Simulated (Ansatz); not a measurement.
Run report: Co, geometry relaxation (part 1 of 2)

Co (1 atom in the cell), computed with DFT, PBE, plane waves, PAW, spin-polarised (Ansatz 0.2.0).

The structure derives from a Materials Project entry. Figures and captions count atoms from 1; the log counts them from 0 in places.

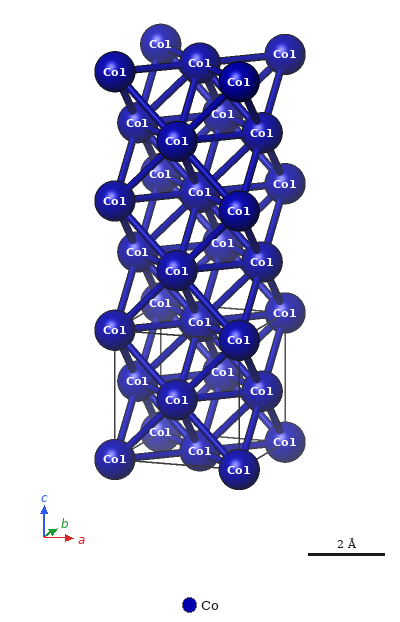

Figure 1. The input geometry (ball-and-stick view of the cell 4 times as large as that of the calculation, set on its symmetry axes, repeated 1 × 1 × 3, seen slightly off an axis; atoms are numbered from 1 in the order of the input). Near neighbours in the crystal (not all of them lie inside the picture): Co has 12 Co at 2.48 Å.

**Input file**
```yaml
crystal:
  lattice:
    - [0.0, 1.7566572351, 1.7566572351]
    - [1.7566572351, 0.0, 1.7566572351]
    - [1.7566572351, 1.7566572351, 0.0]
  atoms:
    - { symbol: Co, position: [0.0, 0.0, 0.0], spin: 1.94 }
basis:
  ecutwfc: 420
kpoints:
  mp_grid: { grid: [20, 20, 20], shift: [0.5, 0.5, 0.5] }
hamiltonian:
  xc: pbe
scf:
  occupations: { method: gaussian, width: 0.1 }
output:
  forces: true
  eigenvalues: true
  stress: true
magnetization:
  spin_polarized: true
relax:
  adjacent_minimum: "off"
  f_tol: 0.005
  max_steps: 80
  cell: { stress_tol: 0.05 }
```

Launch command:
```bash
ansatz run input.yaml --threads 1 --pin off --max-ram 2560MiB --backend cpu --events-out ev --progress --plain --runs-dir out
```

**What the program printed**
```
Warning: crystal.symmetry: narrowed to the stabiliser of the k-point mesh — unitary ops 48 → 12; excluded 36 operations that carry a point of the 20×20×20 mesh (shift [0.5, 0.5, 0.5]) off the mesh (the run samples exactly the mesh kpoints.mp_grid names, as under crystal.symmetry.detect: false, and its converged state has the mesh's symmetry, not the crystal's; ε∞, the Born charges and the force constants of a linear response (`dielectric:` by the response, `phonons.method: dfpt`) are averaged over those of the crystal's operations that the state keeps within a tolerance, where `mesh_tensors`, `unaveraged_element` or `gamma_mean_max_change_ev_ang2` stands beside them; a row that `dielectric.field_direction` solves alone is averaged likewise, with nothing beside; a Γ-centred mesh of equal divisions is mapped onto itself by every operation and keeps the whole group, as does a half-shifted one under kpoints.further_shifts: images)
Engine: ansatz 0.2.0, aarch64-unknown-linux-gnu
Pseudopotentials: kind: paw
Pseudopotential: Co, paw, valence charge 17, recommended cutoff 420 eV (normal), Co.paw.azcp
Functional definition: PBE
  parameter kappa = 0.804
  parameter beta = 0.06672455060314922
  exchange = pbe_x(kappa = kappa, mu = beta*pi^2/3)
  correlation = pbe_c(beta = beta)
Crystal: 1 atoms, lattice volume = 10.842 Å³
Basis set: ecut = 420 eV, 181 PW (Γ), exchange–correlation on 36×36×36 points (8 copies of the dense FFT grid, shifted against one another)
Bands: 14, of which v1, the nominal top of the filled ones, is band 9 counted from 1 (8 counted from 0)
Symmetry: 12 space group operations
k-points: 770 of 8000
Non-local potential: Co, projectors of the file, l = 0: 3, l = 1: 2, l = 2: 3, l = 3: 1
PAW form: soft (Blöchl's): semilocal exchange-correlation on the pseudo side does not see the compensation charge
PAW one-centre angular grid: Co, 590 points (default); XC on 64 Gauss nodes
Initial density: superposition of atomic densities (chi_scale 0.1, normalization cell)
Starting moments: Σ|m| = 1.94 μB on 1 of 1 site
Initial wavefunctions: pseudopotential atomic-orbital guess
Functional: x = pbe(κ = 0.804, μ = 0.2195149727645171), c = pbe(β = 0.06672455060314922)
SCF iter   1: F=—  HF=-5125.889146 eV  |F-HF|=—  |Δ(HF+E_count)|=         —  Δρ=1.03e-1 (↑4.81e-2 ↓1.03e-1)  dr2=1.40e0  dr2_m=8.27e-2  M=1.794 μB ∫|m|=1.866 μB  β_m=0.30  ethr=3.10e-3  ⟨swp⟩=5.1  Hψ=104928  notcnv=0
Mixer restart at iter 1: flushing history
preconditioner: auto → none  [metal: Δε(μ)=0.001 eV  Ē_g=15.257 eV  σ=0.100 eV  W_gap=0.01  n_scr=0 (ndim 8)  ℏωp=33.8 eV  f_vac=0.000  D(μ)=1.13/eV (n_scr^D=14)]
SCF iter   2: F=—  HF=-5125.360105 eV  |F-HF|=—  |Δ(HF+E_count)|=   5.29e-1  Δρ=4.91e-2 (↑4.91e-2 ↓1.09e-2)  dr2=1.14e-1  dr2_m=6.52e-2  M=1.785 μB ∫|m|=1.876 μB  β_m=0.28  ethr=3.10e-3  ⟨swp⟩=2.9  Hψ=53547  notcnv=0  defer=1295
SCF iter   3: F=—  HF=-5125.618031 eV  |F-HF|=—  |Δ(HF+E_count)|=         —  Δρ=2.08e-2 (↑2.08e-2 ↓1.11e-2)  dr2=1.00e-2  dr2_m=2.17e-2  M=1.743 μB ∫|m|=1.840 μB  β_m=0.28  ethr=6.72e-4  ⟨swp⟩=2.5  Hψ=41591  notcnv=0  defer=1262
Mixer restart at iter 3: flushing history
SCF iter   4: F=—  HF=-5125.812648 eV  |F-HF|=—  |Δ(HF+E_count)|=   1.95e-1  Δρ=1.42e-2 (↑1.42e-2 ↓7.80e-3)  dr2=7.29e-3  dr2_m=9.57e-3  M=1.723 μB ∫|m|=1.830 μB  β_m=0.54  ethr=5.89e-5  ⟨swp⟩=2.3  Hψ=39220  notcnv=0  defer=1253
SCF iter   5: F=—  HF=-5126.105864 eV  |F-HF|=—  |Δ(HF+E_count)|=   2.93e-1  Δρ=5.91e-3 (↑3.86e-3 ↓5.91e-3)  dr2=5.38e-3  dr2_m=8.54e-4  M=1.678 μB ∫|m|=1.811 μB  β_m=0.58  ethr=4.29e-5  ⟨swp⟩=2.0  Hψ=43278  notcnv=0  defer=1257
SCF iter   6: F=—  HF=-5126.146966 eV  |F-HF|=—  |Δ(HF+E_count)|=   4.11e-2  Δρ=1.23e-2 (↑1.23e-2 ↓1.03e-2)  dr2=2.86e-2  dr2_m=1.25e-4  M=1.657 μB ∫|m|=1.801 μB  β_m=0.48  ethr=3.16e-5  ⟨swp⟩=2.0  Hψ=50606  notcnv=0  defer=1296  recentre
SCF iter   7: F=—  HF=-5126.137924 eV  |F-HF|=—  |Δ(HF+E_count)|=   9.04e-3  Δρ=1.47e-3 (↑6.24e-4 ↓1.47e-3)  dr2=1.09e-4  dr2_m=9.18e-5  M=1.657 μB ∫|m|=1.802 μB  β_m=0.74  ethr=3.16e-5  ⟨swp⟩=2.0  Hψ=42793  notcnv=0  defer=1254
SCF iter   8: F=—  HF=-5126.138380 eV  |F-HF|=—  |Δ(HF+E_count)|=   4.56e-4  Δρ=1.03e-3 (↑3.72e-4 ↓1.03e-3)  dr2=1.07e-4  dr2_m=2.09e-5  M=1.655 μB ∫|m|=1.800 μB  β_m=0.87  ethr=6.41e-7  ⟨swp⟩=2.0  Hψ=28662  notcnv=0  defer=1252
SCF iter   9: F=—  HF=-5126.138529 eV  |F-HF|=—  |Δ(HF+E_count)|=   1.49e-4  Δρ=3.20e-5 (↑2.69e-5 ↓3.20e-5)  dr2=1.07e-7  dr2_m=2.70e-8  M=1.653 μB ∫|m|=1.799 μB  β_m=0.94  ethr=6.28e-7  ⟨swp⟩=2.1  Hψ=28837  notcnv=0  defer=1249
SCF iter  10: F=—  HF=-5126.138530 eV  |F-HF|=—  |Δ(HF+E_count)|=   2.96e-7  Δρ=3.59e-5 (↑1.67e-5 ↓3.59e-5)  dr2=1.88e-7  dr2_m=1.60e-8  M=1.652 μB ∫|m|=1.799 μB  β_m=0.94  ethr=6.27e-10  ⟨swp⟩=2.3  Hψ=29553  notcnv=0  defer=1249
SCF iter  11: F=—  HF=-5126.138530 eV  |F-HF|=—  |Δ(HF+E_count)|=   3.06e-8  Δρ=1.94e-6 (↑1.94e-6 ↓1.62e-6)  dr2=1.75e-10  dr2_m=1.27e-10  M=1.652 μB ∫|m|=1.799 μB  β_m=0.90  ethr=6.27e-10  ⟨swp⟩=2.0  Hψ=28585  notcnv=0  defer=1249
SCF iter  12: F=-5126.138530 eV  HF=-5126.138530 eV  |F-HF|=1.05e-10  |Δ(HF+E_count)|=  4.09e-10  Δρ=9.09e-7 (↑7.31e-7 ↓9.09e-7)  dr2=1.26e-10  dr2_m=1.46e-12  M=1.652 μB ∫|m|=1.799 μB  ethr=1.03e-12  ⟨swp⟩=3.7  Hψ=77727  notcnv=0
SCF 1 converged in 12 iterations: F = -5126.138530 eV  dr2 = 1.26e-10
  greatest PAW one-centre occupation: 1.001 electrons in one spin orbital (limit 2), on the Co atom at site 0 (counted from 0), in its partial waves of l = 1
relax step   1: F+E_penalty+E_count = -5126.13852961 eV  Δ(F+E_penalty+E_count) = +0.000e0 eV  max|allowed force component| = 0.000e0 eV/Å  Δτ_max = 0.0000 Å  P = +1.490 GPa  Ω = 10.842 Å³  (12 SCF iters, dr2 threshold 1.00e-7 eV, accepted)
Crystal: 1 atoms, lattice volume = 10.881 Å³
Initial density: handed on by an earlier stage of this run
Starting moments: Σ|m| = 1.94 μB on 1 of 1 site; this step starts from the density that it was given
Initial wavefunctions: those handed on with the density
iter 1 solved again at ethr=7.46e-7 eV; its pass at ethr=3.10e-3 eV (dr2=1.27e-4 eV) is discarded
SCF iter   1: F=—  HF=-5126.138781 eV  |F-HF|=—  |Δ(HF+E_count)|=         —  Δρ=9.54e-4 (↑9.54e-4 ↓5.14e-4)  dr2=1.39e-4  dr2_m=6.90e-6  M=1.654 μB ∫|m|=1.802 μB  β_m=0.65  ethr=7.46e-7  ⟨swp⟩=2.6  Hψ=135036  notcnv=0
preconditioner: auto → none  [metal: Δε(μ)=0.002 eV  Ē_g=15.933 eV  σ=0.100 eV  W_gap=0.01  n_scr=0 (ndim 8)  ℏωp=33.8 eV  f_vac=0.000  D(μ)=1.22/eV (n_scr^D=14)]
SCF iter   2: F=—  HF=-5126.138786 eV  |F-HF|=—  |Δ(HF+E_count)|=   4.92e-6  Δρ=1.09e-3 (↑1.09e-3 ↓9.72e-4)  dr2=2.22e-4  dr2_m=4.68e-7  M=1.654 μB ∫|m|=1.801 μB  β_m=0.24  ethr=7.46e-7  ⟨swp⟩=2.0  Hψ=34793  notcnv=0
SCF iter   3: F=—  HF=-5126.138731 eV  |F-HF|=—  |Δ(HF+E_count)|=   5.43e-5  Δρ=3.40e-4 (↑2.01e-4 ↓3.40e-4)  dr2=1.13e-5  dr2_m=1.11e-6  M=1.654 μB ∫|m|=1.802 μB  β_m=0.65  ethr=7.46e-7  ⟨swp⟩=2.5  Hψ=31393  notcnv=0
SCF iter   4: F=—  HF=-5126.138757 eV  |F-HF|=—  |Δ(HF+E_count)|=   2.52e-5  Δρ=1.40e-4 (↑3.95e-5 ↓1.40e-4)  dr2=1.13e-6  dr2_m=6.86e-7  M=1.655 μB ∫|m|=1.802 μB  β_m=0.82  ethr=6.66e-8  ⟨swp⟩=2.2  Hψ=34760  notcnv=0
SCF iter   5: F=—  HF=-5126.138762 eV  |F-HF|=—  |Δ(HF+E_count)|=   5.69e-6  Δρ=4.10e-5 (↑9.17e-6 ↓4.10e-5)  dr2=1.28e-7  dr2_m=3.16e-8  M=1.655 μB ∫|m|=1.803 μB  β_m=0.90  ethr=6.67e-9  ⟨swp⟩=2.0  Hψ=34759  notcnv=0
SCF iter   6: F=—  HF=-5126.138762 eV  |F-HF|=—  |Δ(HF+E_count)|=   1.06e-7  Δρ=1.27e-5 (↑1.27e-5 ↓1.24e-5)  dr2=3.83e-8  dr2_m=2.72e-10  M=1.656 μB ∫|m|=1.803 μB  β_m=0.95  ethr=7.54e-10  ⟨swp⟩=2.0  Hψ=34802  notcnv=0
SCF iter   7: F=-5126.138762 eV  HF=-5126.138763 eV  |F-HF|=2.56e-8  |Δ(HF+E_count)|=   2.19e-8  Δρ=1.36e-5 (↑8.58e-6 ↓1.36e-5)  dr2=3.18e-8  dr2_m=7.95e-10  M=1.656 μB ∫|m|=1.803 μB  ethr=2.25e-10  ⟨swp⟩=2.0  Hψ=62747  notcnv=0
SCF 2 converged in 7 iterations: F = -5126.138762 eV  dr2 = 3.18e-8
relax step   2: F+E_penalty+E_count = -5126.13876248 eV  Δ(F+E_penalty+E_count) = -2.329e-4 eV  max|allowed force component| = 0.000e0 eV/Å  Δτ_max = 0.0000 Å  P = +0.705 GPa  Ω = 10.881 Å³  energy of the carried Pulay correction = -4.500e-5 eV  (7 SCF iters, dr2 threshold 1.00e-7 eV, accepted)
Crystal: 1 atoms, lattice volume = 10.917 Å³
iter 1 solved again at ethr=6.22e-7 eV; its pass at ethr=3.10e-3 eV (dr2=1.06e-4 eV) is discarded
```
